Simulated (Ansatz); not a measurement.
Given this structure:

```yaml
crystal:
  lattice:
    - [5.70869, 0.00000, 0.00000]
    - [0.00000, 5.70869, 0.00000]
    - [0.00000, 0.00000, 5.70869]
  atoms:
    - { symbol: Al, position: [0.00000, 0.00000, 0.00000] }
    - { symbol: Cu, position: [0.50000, 0.00000, 0.00000] }
    - { symbol: Cu, position: [0.25000, 0.75000, 0.75000] }
    - { symbol: Cu, position: [0.25000, 0.25000, 0.75000] }
    - { symbol: Al, position: [0.00000, 0.50000, 0.50000] }
    - { symbol: Cu, position: [0.50000, 0.50000, 0.50000] }
    - { symbol: Cu, position: [0.25000, 0.25000, 0.25000] }
    - { symbol: Cu, position: [0.25000, 0.75000, 0.25000] }
    - { symbol: Al, position: [0.50000, 0.00000, 0.50000] }
    - { symbol: Cu, position: [0.00000, 0.00000, 0.50000] }
    - { symbol: Cu, position: [0.75000, 0.75000, 0.25000] }
    - { symbol: Cu, position: [0.75000, 0.25000, 0.25000] }
    - { symbol: Al, position: [0.50000, 0.50000, 0.00000] }
    - { symbol: Cu, position: [0.00000, 0.50000, 0.00000] }
    - { symbol: Cu, position: [0.75000, 0.25000, 0.75000] }
    - { symbol: Cu, position: [0.75000, 0.75000, 0.75000] }
```

Say what kind of structure these coordinates give.

Answer. The structure is one of AlCu$_{3}$. The structure has Fm-3m (No. 225) symmetry and a face-centred cubic lattice. Among the common structure types it is D0₃ (BiF₃ or Fe₃Al type). Counting shared atoms by their share gives 4 Al, 12 Cu, or 16 atoms. Al bonds to eight Cu in a cubic arrangement at 2.47 Å. Cu takes two kinds of site: 4b with eight Cu in a cubic arrangement at 2.47 Å; 8c with four Al and four Cu in a cubic arrangement (2.47 Å to Al, 2.47 Å to Cu). Not all metal-metal contacts are counted. The bonds build a three-dimensional framework.

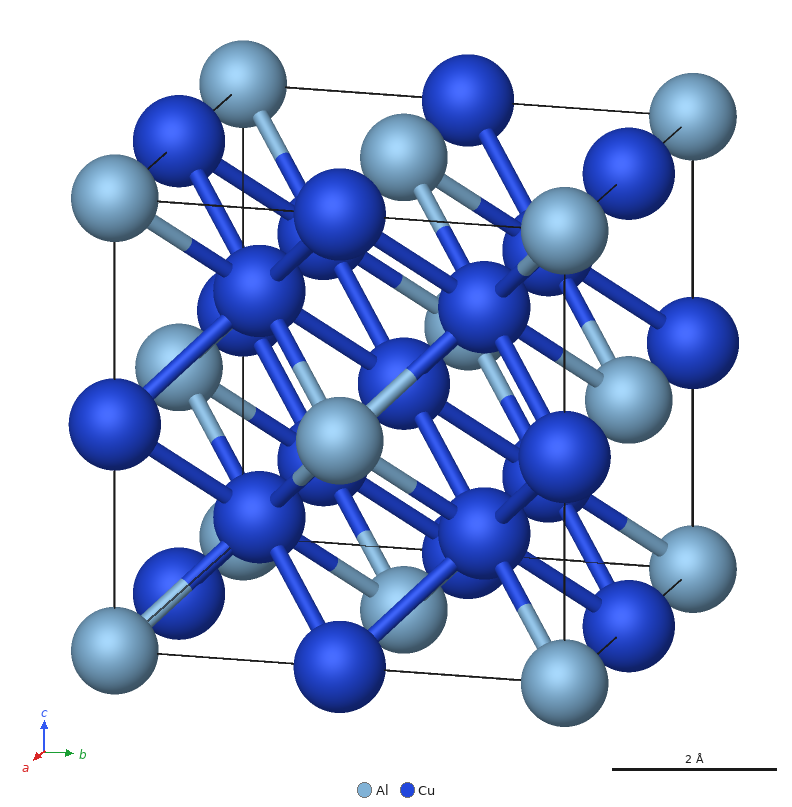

Drawn in the ball-and-stick manner and seen slightly off an axis. Thin lines show the conventional unit cell, with boundary atoms drawn in all their periodic places.

Provenance: a structure listed in the Materials Project. The cell was then strained or its atoms displaced on purpose. A calculation with Ansatz used it as input.

At this level of theory the cell isn't at rest (compressed, at 5 GPa), so its distances can differ from those at equilibrium, the more so the softer the solid.
